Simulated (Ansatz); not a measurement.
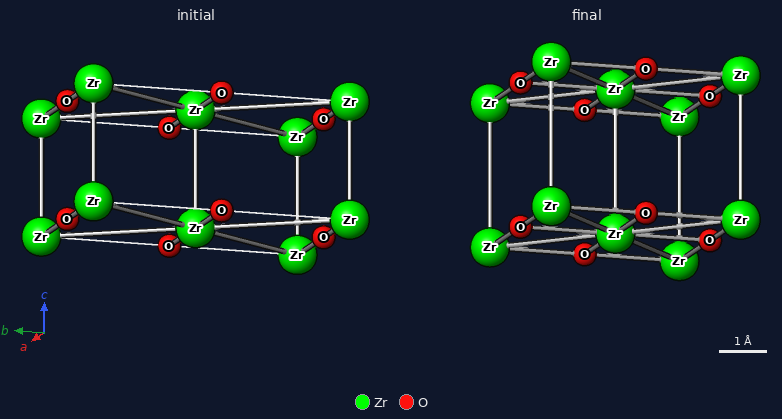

The structure of a crystal of ZrO (a generated structure, set up in Cmmm) before (left) and after (right) a relaxation, at one scale.

The picture is a ball-and-stick view of the conventional cell (2 times the calculation's cell), seen from a free direction. Lengths and directions refer to the drawn axes.

The run lets cell and atoms move.

All numbers below come from Kohn-Sham DFT of a periodic cell, PBEsol0, Ansatz PAW (Ansatz).

Input
```yaml
crystal:
  lattice:
    - [1.82663986, -2.91884927, 0.0]
    - [1.82663986, 2.91884927, 0.0]
    - [0.0, 0.0, 2.61993837]
  atoms:
    - { symbol: Zr, position: [0.0, 0.0, 0.0] }
    - { symbol: O, position: [0.5, 0.5, 0.0] }
hamiltonian:
  xc: { exchange: pbesol, correlation: pbesol, exx: { coeff: 0.25 } }
  pseudopotentials: { kind: paw }
kpoints:
  mp_grid: { grid: [5, 5, 5] }
scf:
  occupations: { method: fermi_dirac, width: 0.05 }
output:
  forces: true
  stress: true
  eigenvalues: true
relax:
  f_tol: 0.01
  max_steps: 40
  cell: { stress_tol: 0.05 }
```

Q: Summarise the run.

A: Over 15 accepted moves (18 points after the start) the energy falls by 1629 meV per atom. All forces vanish by symmetry, so only the cell relaxes. The pressure goes from 54.57 to 0.01 GPa. At 3 points the geometry stayed and the basis and grid were re-selected for the new cell (energy shift of 65.4 meV per atom at most each time). The atoms keep their places relative to the cell (all moves are under 0.005 Å). The volume changes by +6.1 %, with a 3.653 → 4.286 Å (+17.3 %), b 5.838 → 4.318 Å (−26.0 %), c 2.620 → 3.203 Å (+22.3 %). Near-neighbour distances that change, for instance: O–Zr 2.919 → 2.159 Å, Zr–Zr 2.620 → 3.203 Å, Zr–Zr 3.443 → 3.042 Å, O–Zr 1.827 → 2.143 Å. New bonds form, among them: O–Zr (2.92 → 2.16 Å). The space group stays Cmmm (No. 65). The run took 2.3 min on 1 × NVIDIA H100 80GB HBM3 with 2 threads of AMD EPYC 7R13 Processor (Zen 3), on a shared host, peak memory 2 GiB.

Limits of the set-up: the k-point mesh is coarse for a cell with partly filled bands.
